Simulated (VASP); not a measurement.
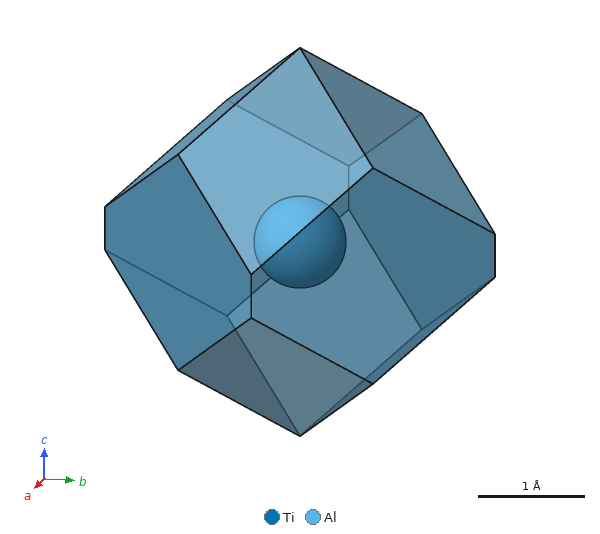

Voronoi cell (the region closer to this atom than to any other), computed from the atomic positions without radii. Central atom: Al2 (2b) in TiAl3; faces take the colour of the neighbour behind them. Origin: coordinates from a relaxation with VASP Kohn-Sham DFT of a periodic cell, PBE with D3(BJ), VASP PAW PBE potentials, recommended in VASP.

TiAl3, space group I4/mmm (No. 139), a = 3.796 Å, b = 3.796 Å, c = 8.492 Å, α = 90.00°, β = 90.00°, γ = 90.00°

```
site  Wyckoff       x       y       z
  Ti       2a  0.0000  0.0000  0.0000
 Al1       4d  0.5000  0.0000  0.2500
 Al2       2b  0.5000  0.5000  0.0000
```

### How many faces does the cell have, and of which kinds?

12 faces, index ⟨0,8,0,4⟩: an elongated dodecahedron.

### What is the volume of this Voronoi cell?

15.3 Å³, equal to the mean volume per atom.

### Which neighbours share a face with the central atom?

8 Al (59 % of the solid angle) and 4 Ti (41 % of the solid angle).
